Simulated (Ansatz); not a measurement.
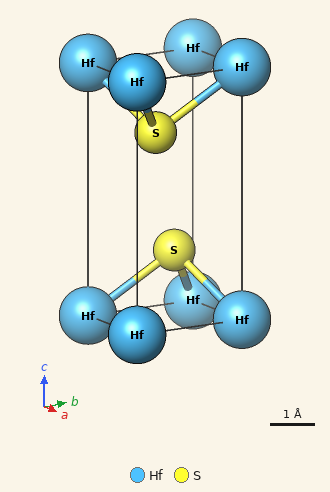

Figure 1. The input geometry (ball-and-stick view of the cell of the calculation, seen slightly off an axis). An atom can appear more than once, as a periodic image. Near neighbours in the periodic cell (some may lie outside the picture): Hf has 6 S at 2.54 Å; S has 3 Hf at 2.54 Å.

## Single-point calculation of HfS2

HfS2 (3 atoms in the cell), computed with DFT, PBEsol, plane waves, PAW, no spin polarisation (Ansatz 0.2.0).

The structure was built on a prototype by a generator. The geometry comes from this level: r2scan-rvv10. It belongs to a series of runs on one base structure; here: hamiltonian.xc = pbesol. Figures and captions count atoms from 1; the log counts them from 0 in places.

**Output**
```
scf.n_extra_bands = 4 over 19 filled bands (N_el = 38.0): the run solves 23 bands
Engine: ansatz 0.2.0, aarch64-unknown-linux-gnu
Pseudopotentials: kind: paw
Pseudopotential: Hf, paw, valence charge 26, recommended cutoff 420 eV (normal), Hf.paw.azcp
Pseudopotential: S, paw, valence charge 6, recommended cutoff 420 eV (normal), S.paw.azcp
Functional definition: PBEsol
  exchange = pbesol_x
  correlation = pbesol_c
Crystal: 3 atoms, lattice volume = 67.092 Å³
Basis set: ecut = 420 eV, 1315 PW (Γ), exchange–correlation on 50×50×80 points (8 copies of the dense FFT grid, shifted against one another)
Bands: 23, of which v1, the nominal top of the filled ones, is band 19 counted from 1 (18 counted from 0)
Symmetry: 12 space group operations
Space group: P-3m1 (ITA 164), of the structure as read, at distance tolerance 4.1e-5 Å
k-points: 24 of 144
Non-local potential: Hf, projectors of the file, l = 0: 3, l = 1: 2, l = 2: 2, l = 3: 3
Non-local potential: S, projectors of the file, l = 0: 2, l = 1: 2, l = 2: 2
PAW form: soft (Blöchl's): semilocal exchange-correlation on the pseudo side does not see the compensation charge
PAW frozen core: Hf, regenerated for the run's functional, and the local potential with it (the file was generated under x = pbe(κ = 0.804, μ = 0.2195149727645171), c = pbe(β = 0.06672455060314922))
PAW frozen core: S, regenerated for the run's functional, and the local potential with it (the file was generated under x = pbe(κ = 0.804, μ = 0.2195149727645171), c = pbe(β = 0.06672455060314922))
PAW one-centre angular grid: Hf, 590 points (default); XC on 64 Gauss nodes
PAW one-centre angular grid: S, 110 points (default); XC on 64 Gauss nodes
Initial density: superposition of atomic densities (neutral atoms: chi_scale 0, normalization atom), corrected by the library's trained network
Initial wavefunctions: pseudopotential atomic-orbital guess
Functional: x = pbesol(κ = 0.804, μ = 0.12345679012345678), c = pbesol(β = 0.046)
SCF iter   1: F=—  HF=-17372.561928 eV  |F-HF|=—  |Δ(HF+E_count)|=         —  Δρ=5.28e-3  dr2=3.78e-2  ethr=1.77e-3  ⟨swp⟩=4.8  Hψ=2074  notcnv=0  defer=46
preconditioner: auto → Resta (q_TF=auto, 2.482 Å⁻¹)  ε∞=5.5  [insulator: Δε(μ)=0.855 eV  Ē_g=11.644 eV  n_scr=22 (ndim 8)  ℏωp=24.8 eV  f_vac=0.071  ε∞_Penn≈5.5]
SCF iter   2: F=—  HF=-17372.554326 eV  |F-HF|=—  |Δ(HF+E_count)|=   7.60e-3  Δρ=1.65e-3  dr2=2.12e-3  ethr=9.96e-5  ⟨swp⟩=2.1  Hψ=874  notcnv=0  defer=45
SCF iter   3: F=—  HF=-17372.554246 eV  |F-HF|=—  |Δ(HF+E_count)|=   8.00e-5  Δρ=6.69e-4  dr2=2.94e-4  ethr=5.57e-6  ⟨swp⟩=2.0  Hψ=957  notcnv=0  defer=45
SCF iter   4: F=—  HF=-17372.554289 eV  |F-HF|=—  |Δ(HF+E_count)|=   4.31e-5  Δρ=3.45e-4  dr2=1.13e-4  ethr=7.74e-7  ⟨swp⟩=2.0  Hψ=932  notcnv=0  defer=23
SCF iter   5: F=—  HF=-17372.554321 eV  |F-HF|=—  |Δ(HF+E_count)|=   3.21e-5  Δρ=8.83e-5  dr2=5.94e-6  ethr=2.98e-7  ⟨swp⟩=2.0  Hψ=902  notcnv=0  defer=4
SCF iter   6: F=—  HF=-17372.554351 eV  |F-HF|=—  |Δ(HF+E_count)|=   2.99e-5  Δρ=2.89e-5  dr2=7.80e-7  ethr=1.56e-8  ⟨swp⟩=2.0  Hψ=1008  notcnv=0
SCF iter   7: F=-17372.554352 eV  HF=-17372.554352 eV  |F-HF|=4.50e-8  |Δ(HF+E_count)|=   7.00e-7  Δρ=6.23e-6  dr2=3.52e-8  ethr=2.63e-10  ⟨swp⟩=5.0  Hψ=2853  notcnv=0
SCF 1 converged in 7 iterations: F = -17372.554352 eV  dr2 = 3.52e-8
  greatest PAW one-centre occupation: 0.998 electrons in one spin orbital (limit 2), on the Hf atom at site 0 (counted from 0), in its partial waves of l = 3
```

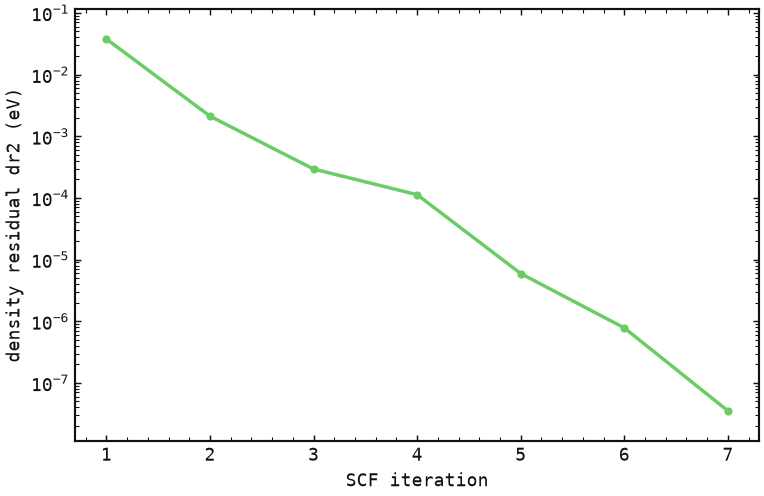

Figure 2. Convergence of the self-consistent field: density residual dr2 against the SCF iteration. The residual falls at every step.

```
SCF converged after 7 iterations
Free energy (F): -17372.554352 eV
Harris-Foulkes:  -17372.554352 eV  (|F-HF|=4.50e-8)
Internal energy: -17372.554352 eV  (E = F + TS)
E sigma→0 (E₀):  -17372.554352 eV
Fermi energy:    8.973004 eV
--- Per-component energies (eV) ---
  E_band       = -212.829517
  E_kinetic    = 633.882170
  E_local      = -8210.440183  (includes V_loc(G=0)·N_el)
  E_nonlocal   = -1180.940160
  E_hartree    = 3786.255987
  E_xc         = -489.330415
  E_vxc        = -439.880216  (∫ρ·V_xc dr)
  E_paw        = -7974.685654  (= ΣΔE_a)
  E_vpaw       = 1412.026965  (= ΣTr[D̂ρ^β])
  E_aug_tail   = 0.000002  (compensation charges beyond the density's cutoff)
  E_ewald      = -3938.671089
  E_core_change = 1.374990  (= ΣΔE_core)
  E_smearing   = -0.000000  (= −TS)
  E_closure    = 0.000000  (closes the sum)
  Σ components = -17372.554352   (vs F -17372.554352, Δ=0.00e0)
--- Forces (eV/Å), atoms counted from 1 ---
  atom   1  Hf     0.00000000     0.00000000     0.00000000
  atom   2  S     -0.00000000     0.00000000    -0.09066717
  atom   3  S      0.00000000    -0.00000000     0.09066717
  max |Σ_I F_I| component: 9.25e-18 eV/Å
--- Stress (GPa, compression-positive) ---
       -1.791636      -0.000000       0.000000
        0.000000      -1.791636       0.000000
        0.000000       0.000000      -0.430052
  P = ⅓ Tr σ = -1.3378 GPa (-13.378 kbar)
--- Band table (eV; the first three rows and the last of 24) ---
  k-point 0: bands = ["-53.0421", "-21.7382", "-21.6220", "-21.6220", "-4.1993", "-3.1736", "-3.0090", "-2.9887", "-2.9887", "-2.9808", "-2.9808", "-2.9667", "-2.2508", "4.1111", "6.1033", "6.1033", "8.8688", "8.8688", "8.9730", "10.8206", "10.8206", "11.4603", "14.2783"]
  k-point 1: bands = ["-53.0421", "-21.7384", "-21.6220", "-21.6220", "-4.0960", "-3.2054", "-3.0090", "-2.9887", "-2.9887", "-2.9808", "-2.9808", "-2.9667", "-2.4096", "4.5727", "6.1231", "6.1231", "8.0772", "8.8003", "8.8003", "10.7984", "10.7984", "11.6475", "14.5238"]
  k-point 2: bands = ["-53.0421", "-21.7385", "-21.6220", "-21.6220", "-3.9623", "-3.2652", "-3.0090", "-2.9887", "-2.9887", "-2.9808", "-2.9808", "-2.9667", "-2.5654", "5.2636", "6.1435", "6.1435", "7.0890", "8.7333", "8.7333", "10.7758", "10.7758", "11.7227", "14.7578"]
  k-point 23: bands = ["-53.0347", "-21.7587", "-21.7587", "-21.6946", "-3.0886", "-3.0886", "-2.9972", "-2.9932", "-2.9889", "-2.9889", "-2.9715", "-2.4727", "-2.4727", "5.1546", "5.1570", "5.1570", "6.7005", "7.1176", "7.1176", "11.6114", "12.2030", "12.2030", "15.1331"]
```

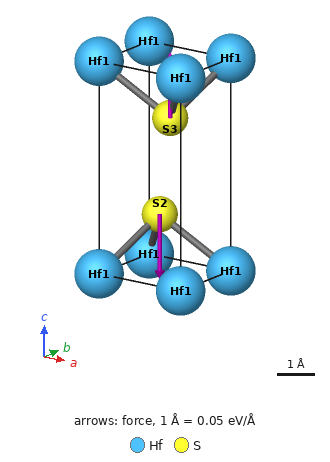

Figure 3. Forces on the atoms as pink arrows (ball-and-stick view of the cell of the calculation, seen slightly off an axis; atoms are numbered from 1 in the order of the input). The largest act on S2, S3 (0.09 eV/Å). The geometry is not a stationary point of this energy.

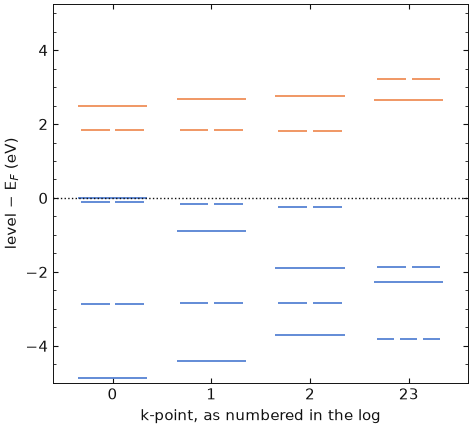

Figure 4. Kohn–Sham levels near the Fermi level (dotted) at the few k-points that the log prints; levels within 0.02 eV of each other stand side by side. Among these points the highest filled and lowest empty levels are 1.80 eV apart; the gap on the full mesh, 0.95 eV, has an edge at a point that isn't printed.

The run was set up as follows.

**Input**
```yaml
crystal:
  lattice:
    - [3.6302959563, 0.0, 0.0]
    - [-1.8151479781, 3.1439285214, 0.0]
    - [0.0, 0.0, 5.8783581538]
  atoms:
    - { symbol: Hf, position: [0.0, 0.0, 0.0] }
    - { symbol: S, position: [0.3333333333, 0.6666666667, 0.2446279711] }
    - { symbol: S, position: [0.6666666667, 0.3333333333, 0.7553720289] }
kpoints:
  mp_grid: { grid: [6, 6, 4] }
hamiltonian:
  xc: pbesol
scf:
  occupations: { method: fixed }
  n_extra_bands: 4
output:
  forces: true
  stress: true
  eigenvalues: true
```

Command:
```bash
ansatz run input.yaml --threads 4 --pin off --max-ram 3686MiB --backend cpu --events-out ev --progress --plain --runs-dir out
```

**Summary**

- outcome: converged
- space group (tolerance 0.01 Å): P-3m1 (164)
- electrons treated: 38
- free energy: −17372.5544 eV
- Fermi energy: 8.973 eV
- gap on the k-point mesh: 0.95 eV
- pressure: −1.34 GPa
- largest force (length of the vector): 0.091 eV/Å
- hardware: 4 threads of Arm Neoverse V1, 112 GiB of memory available, shared host
- wall time: 0.92 s (CPU time 2.8 s)
- peak memory: 0.36 GiB

**Remarks**

Settings chosen away from the usual ones: hamiltonian.xc = pbesol. Spin–orbit coupling is left out, which matters for Hf.
